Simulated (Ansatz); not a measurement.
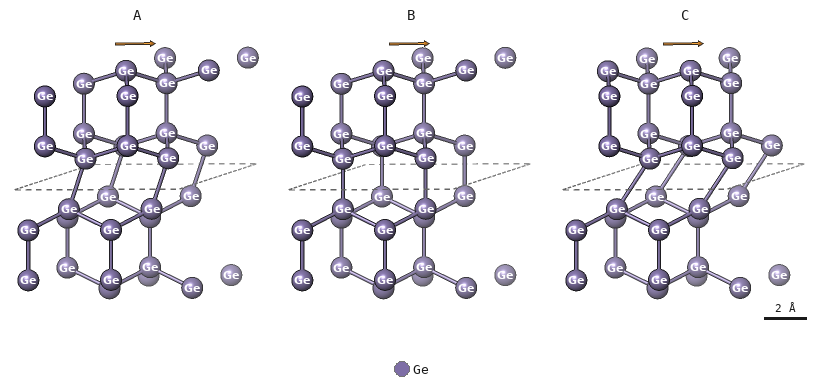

Crystalline Ge (P6_3/mmc): the crystal above a cut along the (0 0 1) plane of the conventional cell (between a plane of Ge below and one of Ge above, 2.48 Å apart) is slid rigidly by fractions of an in-plane lattice vector 4.00 Å long (a generalised stacking fault). One cut stands in each cell, which starts 13.2 Å high; nothing is relaxed, and the dashed outline marks the cut, the arrow on top the direction of slip. A ball-and-stick model of the layers on both sides of the cut, seen from the side, nearly along the cut plane.

Computed with Ansatz, DFT r2SCAN, scalar-relativistic, plane waves, PAW. Settings: plane-wave cutoff 500 eV; k-point mesh 10 × 10 × 3; occupations gaussian; smearing width 0.03 eV; no spin polarisation. Energies (free energies at the smearing named) are counted from the relaxed crystal.

Q: Order these geometries by energy, lowest first.

A: Lowest first: B (the slip 0.00, 0 mJ/m²), A (the slip 0.20, 339 mJ/m²), C (the slip 0.40, 1267 mJ/m²). Over the whole scan: the curve starts and ends at zero, since a full lattice vector restores the crystal. Its highest computed point is 1541 mJ/m² at slip 0.50, which the unstable stacking-fault energy of this rigid path equals or slightly exceeds. No local minimum shows among the points, so there is no metastable fault on this line. The path is symmetric about half-way. Relaxation across the fault would lower the values. The band gap on the mesh, 0.27 eV in the reference, closes at 0.20, 0.30, 0.40, 0.50.
